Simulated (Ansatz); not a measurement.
**Run report: WC, geometry relaxation (part 2 of 2)**

The same run, continued: WC (P-6m2, 2 atoms in the cell); DFT PBE, spin-orbit coupling, plane waves, PAW (Ansatz 0.2.0); cutoff 420 eV, 14×14×12 k-mesh, Gaussian smearing of 0.05 eV. The structure derives from an entry of the Crystallography Open Database. It belongs to a series of runs on one base structure; here: volume × 1.040.

Geometry of the input (Å; fractional positions):
```
2.9610  0.0000  0.0000
-1.4805  2.5643  0.0000
0.0000  0.0000  2.8809
W  0.0000  0.0000  0.0000
C  0.6667  0.3333  0.5000
```

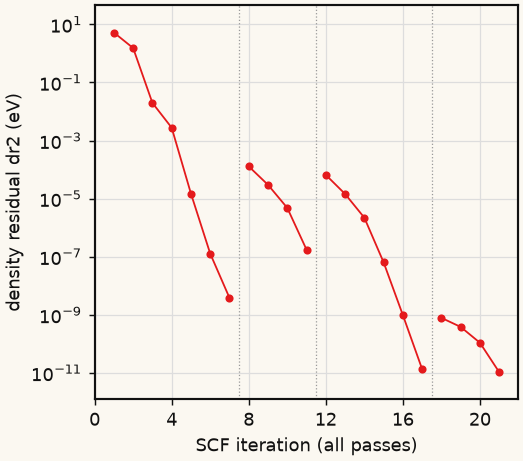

Convergence of the self-consistent field: density residual dr2 against the SCF iteration. The dotted lines part the SCF passes of the relaxation: geometry steps, rejected trials and re-solves on a re-selected basis. The passes take 7, 4, 6 and 4 iterations.

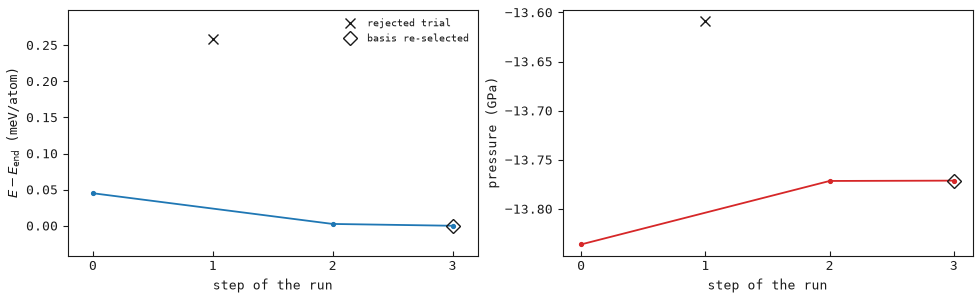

Progress of the relaxation, step by step (the first geometry is step 0 here and step 1 in the log). After 2 geometry steps the energy has fallen by next to nothing (0.0 meV per atom). All forces vanish by symmetry, so only the cell relaxes. Pressure: −13.84 GPa at the start and −13.77 GPa at the end. The line search rejected the trial step at point 1 (counted from 0) and went back. The atoms keep their places relative to the cell (all moves are under 0.005 Å). The space group stays P-6m2 (No. 187). A last SCF at the same geometry on a re-selected plane-wave basis shifts the energy by next to nothing (0.0 meV per atom).

```
basis re-selected at this cell: Δ(F+E_penalty+E_count) = -5.224e-6 eV, ΔP = +0.000 GPa vs the last step (what re-selecting the basis moved, of the pressure what is left beyond the Pulay correction that the steps carried, after the strain that the cell walked since its last selection, with what the two solves' SCF thresholds leave and, on support functions, any second-order correction that the steps lacked; it is no measure of the basis error at this ecutwfc). This SCF's stress stands 8.46e-3 GPa from its target on what of the cell is left free (relax.cell.stress_tol is 1.00e-1 GPa) and its largest allowed force component is 2.59e-16 eV/Å (relax.f_tol is 1.00e-2 eV/Å): within both
SCF converged after 4 iterations
Magnetization: |M| = 0.0000 μB,  M = (+0.0000, +0.0000, +0.0000) μB
Absolute magnetization: 0.0000 μB (∫|m|)
  site 0: m = (+0.0000, +0.0000, +0.0000) μB, |m| = 0.0000 μB  (R = 0.92 Å)
  site 1: m = (+0.0000, +0.0000, +0.0000) μB, |m| = 0.0000 μB  (R = 0.92 Å)
Free energy (F): -10660.643412 eV
Harris-Foulkes:  -10660.643412 eV  (|F-HF|=7.28e-12)
Internal energy: -10660.643044 eV  (E = F + TS)
E sigma→0 (E₀):  -10660.643228 eV
Entropy (-TS):   -0.000369 eV (-0.184 meV/atom)
Fermi energy:    19.368679 eV
--- Per-component energies (eV) ---
  E_band       = -82.088813
  E_kinetic    = 537.404082
  E_local      = -702.330518  (includes V_loc(G=0)·N_el)
  E_nonlocal   = 20.214954
  E_hartree    = 245.219391
  E_xc         = -314.881174
  E_vxc        = -298.527227  (∫ρ·V_xc dr)
  E_paw        = -8681.411144  (= ΣΔE_a)
  E_vpaw       = -129.288858  (= ΣTr[D̂ρ^β])
  E_aug_tail   = -0.000046  (compensation charges beyond the density's cutoff)
  E_ewald      = -1764.858588
  E_smearing   = -0.000369  (= −TS)
  E_closure    = 0.000000  (closes the sum)
  Σ components = -10660.643412   (vs F -10660.643412, Δ=0.00e0)
--- Forces (eV/Å), atoms counted from 1 ---
  atom   1  W      0.00000000    -0.00000000     0.00000000
  atom   2  C      0.00000000    -0.00000000     0.00000000
  max |Σ_I F_I| component: 6.66e-16 eV/Å
--- Stress (GPa, compression-positive) ---
      -13.766983       0.000000      -0.000000
        0.000000     -13.766983       0.000000
       -0.000000       0.000000     -13.779668
  P = ⅓ Tr σ = -13.7712 GPa (-137.712 kbar)
--- Band table (eV; the first three rows and the last of 168) ---
  k-point 0: bands = ["-54.5152", "-54.5152", "-25.7759", "-25.7759", "-15.8966", "-15.8966", "-15.8353", "-15.8353", "5.3291", "5.3291", "15.3483", "15.3483", "16.0583", "16.0583", "16.3655", "16.3655", "19.4634", "19.4634", "22.2043", "22.2043", "22.5906", "22.5906", "24.6643", "24.6643", "24.8030", "24.8030"]
  k-point 1: bands = ["-54.5129", "-54.5129", "-25.7828", "-25.7828", "-15.9326", "-15.9326", "-15.8304", "-15.8304", "5.4878", "5.4878", "15.2493", "15.2493", "16.1034", "16.1624", "16.4368", "16.4368", "19.4338", "19.4338", "21.7339", "21.7339", "21.8332", "22.2214", "24.7844", "25.0723", "25.0723", "25.1926"]
  k-point 2: bands = ["-54.5068", "-54.5068", "-25.8019", "-25.8019", "-16.0291", "-16.0291", "-15.8172", "-15.8172", "5.9456", "5.9456", "14.8258", "14.8258", "16.2845", "16.4118", "16.6375", "16.6375", "19.5826", "19.5826", "20.7516", "20.8579", "20.8579", "21.2357", "25.0302", "25.3124", "25.3124", "25.5036"]
  k-point 167: bands = ["-54.4321", "-54.4321", "-26.0238", "-26.0124", "-16.4616", "-16.4476", "-16.3233", "-16.2734", "8.6804", "8.7232", "12.6107", "12.7037", "13.8900", "14.2877", "17.5177", "17.7128", "18.6865", "18.8912", "23.4286", "23.5196", "25.1473", "25.3755", "25.9460", "26.5261", "27.9892", "28.0734"]
--- Relaxed structure (3 steps of the walk, 2 accepted, 1 SCFs on fresh bases) ---
  F+E_penalty+E_count = -10660.64341241 eV   max|allowed force component| = 2.591e-16 eV/Å   (the final SCF, on the basis selected at the relaxed cell)
  cell:  # Å, volume = 21.8747 Å³
    - [2.9626640618698143, 2.8883713810612633e-11, 0.0]
    - [-1.4813320309599212, 2.565742340444009, 0.0]
    - [0.0, 0.0, 2.877708607247503]
  atoms:
    - { symbol: W, position: [-3.700743415524894e-17, 0.0, 0.0] }
    - { symbol: C, position: [0.6666666666666666, 0.3333333333333333, 0.5] }
--- Löwdin populations: 2 sites ---
  site symbol       q [e]
     0      W     13.1671
     1      C      4.7420
  spilling = 0.005049 (of n_electrons = 18.000000)
```

File populations.tsv:
```
# site	symbol	l	j	q
# orbitals = lowdin
# n_electrons = 18.000000
# spilling = 0.005049
0	W	0_5S	0.5	1.956725
0	W	0_6S	0.5	0.551168
0	W	1_5P	0.5	1.996951
0	W	1_5P	1.5	3.990381
0	W	2_5D	1.5	2.016993
0	W	2_5D	2.5	2.654900
1	C	0_2S	0.5	1.306616
1	C	1_2P	0.5	1.163212
1	C	1_2P	1.5	2.272163
```

Trajectory as extended XYZ (Å, eV, eV/Å), 4 frames, from step=1 to step=4:
```
2
Lattice="2.9610 0.0000 0.0000 -1.4805 2.5643 0.0000 0.0000 0.0000 2.8809" Properties=species:S:1:pos:R:3:forces:R:3 step=1 energy=-10660.64332 pressure_GPa=-13.84
W     0.0000    0.0000    0.0000    0.0000   0.0000   0.0000
C     1.4805    0.8548    1.4405    0.0000   0.0000   0.0000
2
Lattice="2.9667 0.0000 0.0000 -1.4834 2.5692 0.0000 0.0000 0.0000 2.8699" Properties=species:S:1:pos:R:3:forces:R:3 step=2 energy=-10660.64290 pressure_GPa=-13.61 accepted=F
W     0.0000    0.0000    0.0000    0.0000   0.0000   0.0000
C     1.4834    0.8564    1.4349    0.0000   0.0000   0.0000
2
Lattice="2.9627 0.0000 0.0000 -1.4813 2.5657 0.0000 0.0000 0.0000 2.8777" Properties=species:S:1:pos:R:3:forces:R:3 step=3 energy=-10660.64341 pressure_GPa=-13.77
W     0.0000    0.0000    0.0000    0.0000   0.0000   0.0000
C     1.4813    0.8552    1.4389    0.0000   0.0000   0.0000
2
Lattice="2.9627 0.0000 0.0000 -1.4813 2.5657 0.0000 0.0000 0.0000 2.8777" Properties=species:S:1:pos:R:3:forces:R:3 step=4 energy=-10660.64341 pressure_GPa=-13.77
W     0.0000    0.0000    0.0000    0.0000   0.0000   0.0000
C     1.4813    0.8552    1.4389    0.0000   0.0000   0.0000
```

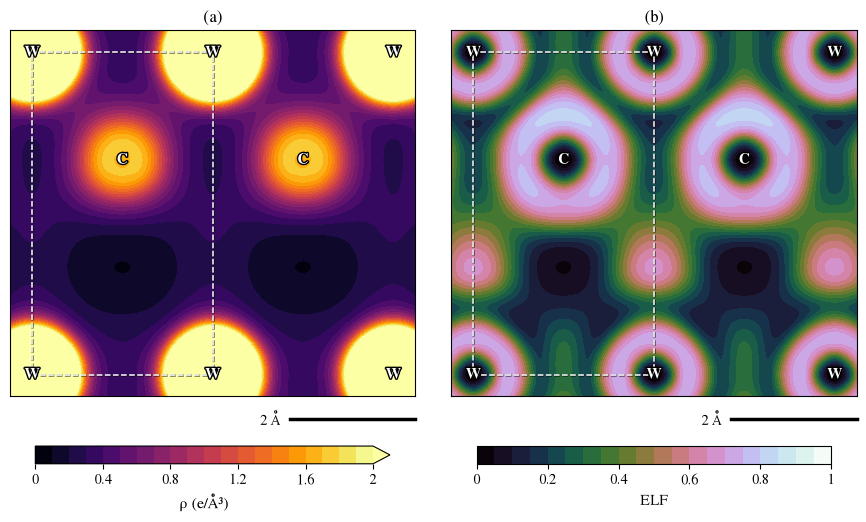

(a) valence electron density; (b) ELF on the (110) plane of the conventional cell. Atoms in the plane: W and C. W–C (2.24 Å): ρ at the midpoint is about 0.62 e/Å³; the ELF is about 0.30 at the midpoint. W–W (2.88 Å): the density is about 0.35 e/Å³ at the midpoint; the ELF is about 0.30 at the midpoint; no shared electron pair. Away from the nuclei the density in this plane falls to 0.1 e/Å³ at its lowest. The strong features right at W lie inside the PAW spheres (semicore, d or f shells) and say nothing about bonding. The fields are those of the smooth PAW valence density.

Summary:

| quantity | value |
| --- | --- |
| outcome | converged |
| space group (tolerance 0.01 Å) | P-6m2 (187) |
| electrons treated | 18 |
| free energy | −10660.6434 eV |
| Fermi energy | 19.369 eV |
| gap on the k-point mesh | none (metallic) |
| net moment of the cell | 0.00 μB |
| integrated absolute moment | 0.00 μB |
| pressure | −13.77 GPa |
| final volume | 21.87 Å³ |
| largest force (length of the vector) at the end | under 0.001 eV/Å |
| final cell | a = 2.963 Å, b = 2.963 Å, c = 2.878 Å, α = 90.00°, β = 90.00°, γ = 120.00° |
| hardware | 4 threads of Arm Neoverse V1, 24 GiB of memory available, shared host |
| wall time | 28 s (CPU time 1.8 min) |
| peak memory | 0.55 GiB |

Remarks:

The cell is under a tension of 13.8 GPa at this level, so it is not at its equilibrium volume.
